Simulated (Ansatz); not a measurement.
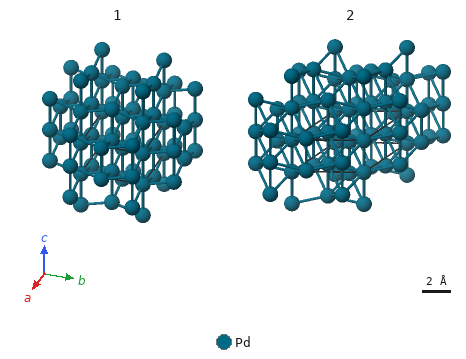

Two geometries of crystalline Pd (a generated structure, set up in I4_1/amd), drawn at one scale. One is the start of a relaxation, the other its converged end. The picture is a ball-and-stick view of the conventional cell (2 times the calculation's cell), repeated 1 × 1 × 2 with one cell outlined, seen from a free direction. Lengths and directions refer to the drawn axes.

These are results of DFT, PBE, plane waves (420 eV) with PAW, scalar-relativistic in Ansatz 0.2.0, not measurements. Set-up: plane-wave cutoff 420 eV; k-point mesh 13 × 13 × 9; occupations fermi dirac; smearing width 0.05 eV; collinear spin; cell and atoms relaxed; force threshold 0.01 eV/Å; at most 60 steps.

> Which one is relaxed?

Structure 2 is the relaxed one. Phase: beta-Sn type. No atom moves by more than 0.005 Å relative to the cell. The volume changes by +0.7 %, with a = b 4.837 → 5.319 Å (+10.0 %), c 2.641 → 2.716 Å (+2.8 %), α 90.0° → 90.1°, β 90.0° → 90.1°, γ 90.0° → 125.9°. Among the contacts that change: Pd–Pd 3.666 → 2.768 Å, Pd–Pd 2.507 → 2.745 Å, Pd–Pd 2.641 → 2.716 Å. New bonds form: Pd–Pd (3.67 → 2.77 Å), Pd–Pd (3.67 → 2.78 Å). Bond angles that change, for instance: Pd–Pd–Pd 94.0° → 127.7°, Pd–Pd–Pd 94.0° → 60.8°. The space group (tolerance 0.01 Å) goes from I4_1/amd (No. 141) to C2/c (No. 15). Over 20 accepted moves (24 points after the start) the energy falls by 348 meV per atom. The largest force component goes from 0.00031 to under 0.0001 eV/Å. Pressure: 15.67 GPa at the start and 0.01 GPa at the end. The line search rejected the trial step at point 12 of the run. The SCF was repeated 3 times at an unchanged geometry on a basis and grid sized afresh for the cell, which shifted the energy by 67.2 meV per atom at most. The program noted that the starting moments weren't kept.
